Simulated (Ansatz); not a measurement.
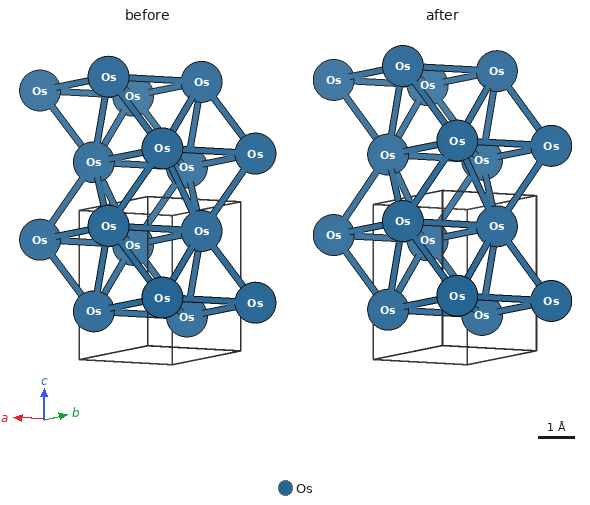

Left: a symmetric starting cell of Os. Right: the same structure after one change, at the same scale. A ball-and-stick model of the cell of the calculation, repeated 2 × 2 × 2 with one cell outlined, seen from a free direction.

Computed with DFT r2SCAN, scalar-relativistic, plane waves, PAW in Ansatz 0.2.0. Set-up: plane-wave cutoff 500 eV; k-point mesh 18 × 18 × 10; occupations gaussian; smearing width 0.1 eV; no spin polarisation.

Which change leads from the left to the right?

The cell is strained by +4.0 % along c and +1.0 % across it (volume +6.1 %), the atoms keeping their fractional coordinates. No relaxation follows. The starting cell wasn't computed here and needn't be at equilibrium, so pressure and forces aren't due to the change alone.

How do the computed properties respond?

Near-neighbour distances before and after: Os–Os 2.675 → 2.755 Å, Os–Os 2.734 → 2.762 Å. The space group stays P6_3/mmc (No. 194). The pressure is −21.5 GPa (not all of it need come from the change, since the unchanged cell can be under pressure at this level too). The principal stresses (compression positive) are −32.3 GPa along c and −16.1 GPa across it. All forces vanish by symmetry.
